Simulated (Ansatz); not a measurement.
Input structure:

```
Cu O
1.0
     2.42129    0.00000    0.00000
     0.00000    6.44595    0.00000
     0.00000    0.00000    7.06704
Cu O
1 2
Cartesian
  0.0000 3.2230 0.0000
  0.0000 3.2230 2.9147
  0.0000 3.2230 4.1523
```

Work out the structure from the coordinates.

It has the composition CuO$_{2}$. It has 3 atoms to the cell (1 Cu, 2 O).

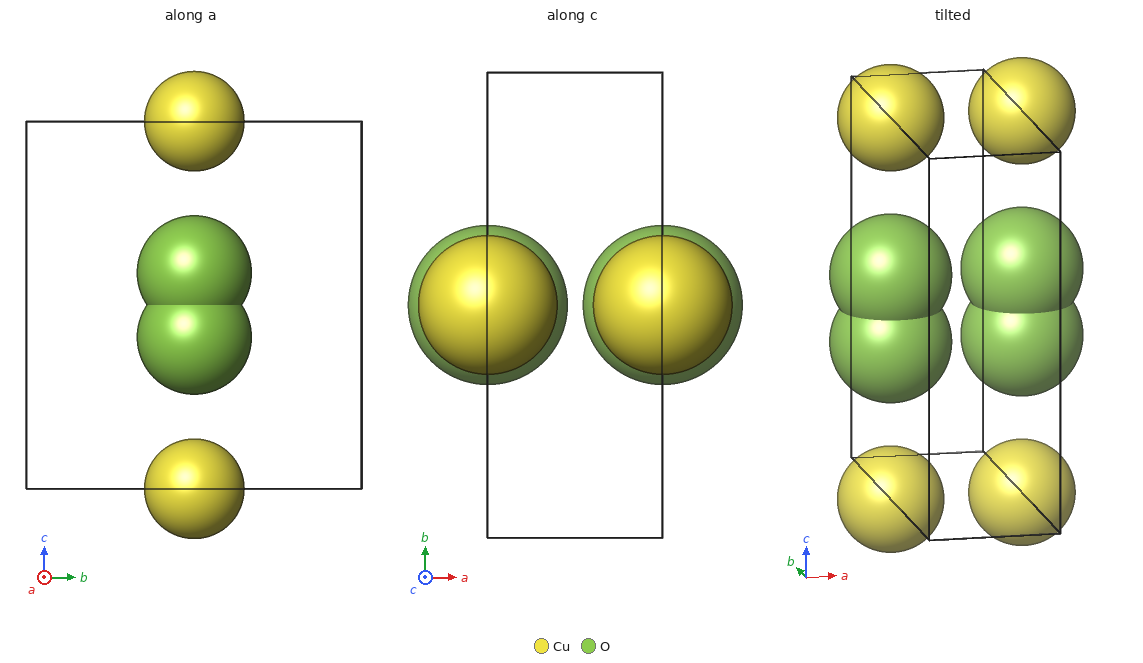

The crystal in a space-filling representation, seen along the a axis, along the c axis and slightly off an axis. One simulation cell is framed, with atoms on its boundary repeated. Finite groups of bonded atoms are drawn whole.

The model was built from a structure listed in the Materials Project. Earlier steps of the study, as a rule a relaxation of our own, may have changed the cell and positions, so they can lie some per cent off the listed ones. It went into a calculation with Ansatz.

At this level of theory the run's own cell isn't at rest (forces up to 1.3 eV/Å), so its distances can differ from those at equilibrium, the more so the softer the solid.
